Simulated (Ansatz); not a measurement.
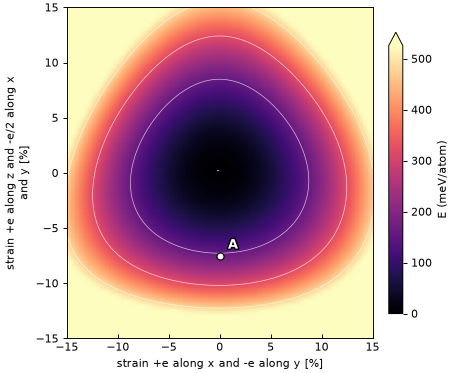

TaN (P6_3mc, No. 186; 4 atoms in the cell). 
- The energy is mapped over two homogeneous strains (x along [1 0 0], y along [1 2 0], z along [0 0 1] of the conventional cell).
- The first coordinate is: strain +e along x and -e along y; the second: strain +e along z and -e/2 along x and y.
- Nothing is relaxed (fractional coordinates fixed).
- The scan uses a 5 × 5 grid.
- Points are written as (first, second).
- Energies are in meV/atom, from the lowest grid point.
- The calculation used DFT PBEsol, scalar-relativistic, plane waves, PAW in Ansatz. Settings: cutoff 520 eV, k-mesh 15×15×8 in the order of the run's cell vectors, gaussian smearing 0.15 eV, no spin polarisation.

In the figure: a smooth colour map with a few white contour lines, one colour for all values above the top of the scale, the point A. Between grid points the surface is interpolated.

Q: Which way does the force act at A, and how strong is it?

A: A, at (0.0 %, −7.5 %), is not a stationary point. The computed force is nearly zero along the first coordinate and 49 meV/atom for each 1 % towards larger values of the second coordinate.

PAW datasets: the set soft_1.
